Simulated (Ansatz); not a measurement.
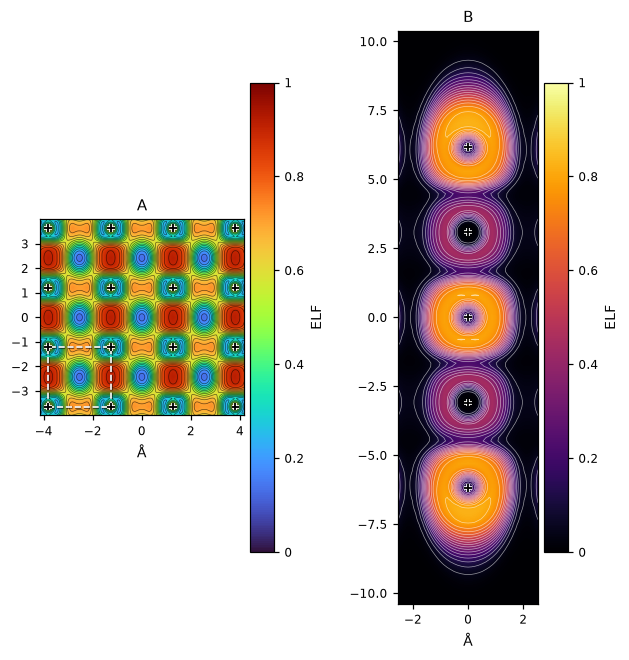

The electron localisation function of 2 systems, each on a plane through atoms (crosses mark nuclei in the plane).

Level of theory: Ansatz 0.2.0, DFT r2SCAN, scalar-relativistic, plane waves, PAW.

System 1: PbSe (slab), the (010) plane of the calculation cell, a cut from vacuum to vacuum. Not relaxed (largest force 0.4 eV/Å).

```cif
data_structure
_symmetry_space_group_name_H-M 'P 1'
_symmetry_Int_Tables_number 1
_cell_length_a 4.3695
_cell_length_b 4.3695
_cell_length_c 27.3587
_cell_angle_alpha 90.000
_cell_angle_beta 90.000
_cell_angle_gamma 90.000
_cell_volume 522.33
loop_
_atom_site_label
_atom_site_type_symbol
_atom_site_fract_x
_atom_site_fract_y
_atom_site_fract_z
_atom_site_occupancy
Pb1 Pb 0.50000 0.50000 0.27414 1
Se1 Se 0.00000 0.00000 0.27414 1
Pb2 Pb 0.00000 0.00000 0.38707 1
Se2 Se 0.50000 0.50000 0.38707 1
Pb3 Pb 0.50000 0.50000 0.50000 1
Se3 Se 0.00000 0.00000 0.50000 1
Pb4 Pb 0.00000 0.00000 0.61293 1
Se4 Se 0.50000 0.50000 0.61293 1
Pb5 Pb 0.50000 0.50000 0.72586 1
Se5 Se 0.00000 0.00000 0.72586 1
```

System 2: Si, the (010) plane of the conventional cell. Space group P6/mmm; a structure from a database of computed crystals, not necessarily the ambient phase; changed on purpose from its base cell (volume × 0.91, shape and atoms relaxed); computed pressure about 13 GPa in this cell.

```xyz
1
Lattice="2.5430 0.0000 0.0000 -1.2715 2.2023 0.0000 0.0000 0.0000 2.4255" Properties=species:S:1:pos:R:3 pbc="T T T"
Si    0.0000    0.0000    0.0000
```

Match each panel to its system.

Panel A is system 2, Si: the plane holds Si. Si–Si (2.43 Å): the ELF peaks at about 0.90 between the atoms. Panel B is system 1, PbSe: the plane holds Se and Pb. Pb–Se (3.09 Å): the ELF is about 0.30 at the midpoint.
